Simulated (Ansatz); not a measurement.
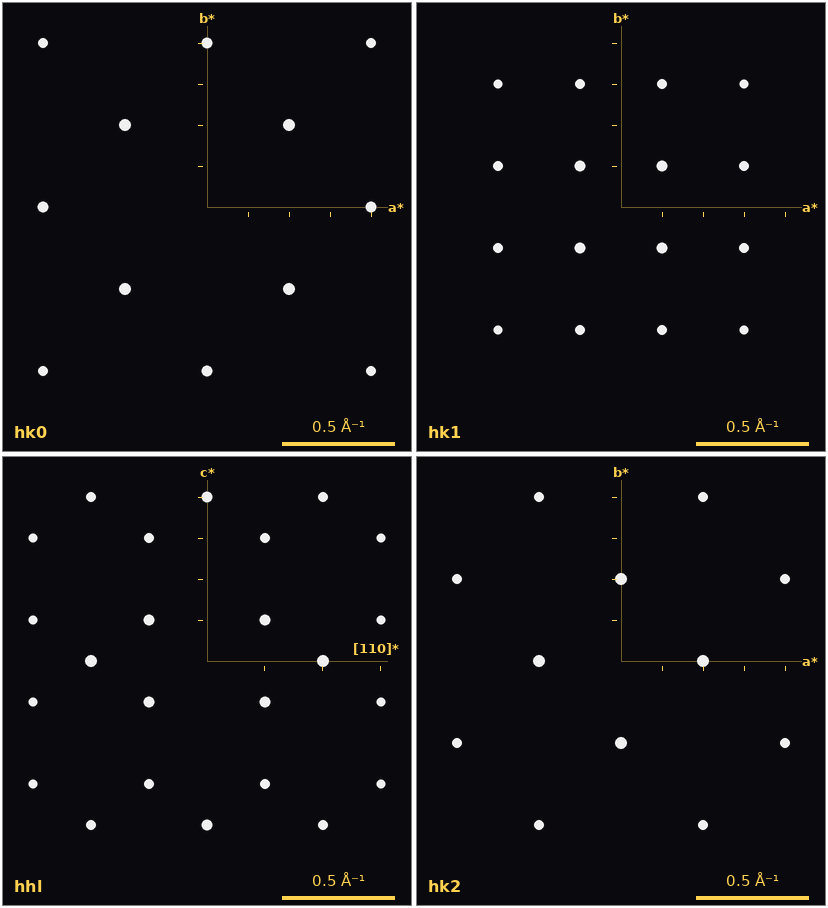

Simulated precession-type sections (X-rays; kinematic intensities, B = 0.5 Å²). The ticks mark integer indices of the conventional cell.

Read the reciprocal cell and give the direct cell.

Answer. a* = 0.184, b* = 0.184, c* = 0.184 Å⁻¹; the cell is cubic with a = 5.44 Å.

List the systematic absences.

Answer. Reflections are present only under these conditions. hkl: h + k = 2n, h + l = 2n; hk0: h = 2n, h + k = 4n; hhl: h + l = 2n; h00: h = 4n. The lattice is face-centred (F). Further gaps, such as 2 2 2, 4 4 2, come from atoms on special positions, not from the group's general conditions.

Which space groups fit?

Answer. The intensities have Laue symmetry m-3m (the hk0 layer shows 4mm, hk1 shows 4mm). With these conditions only Fd-3m (No. 227) fits. The compound is Si. Structure: the input geometry of an electronic-structure calculation (not necessarily at equilibrium).
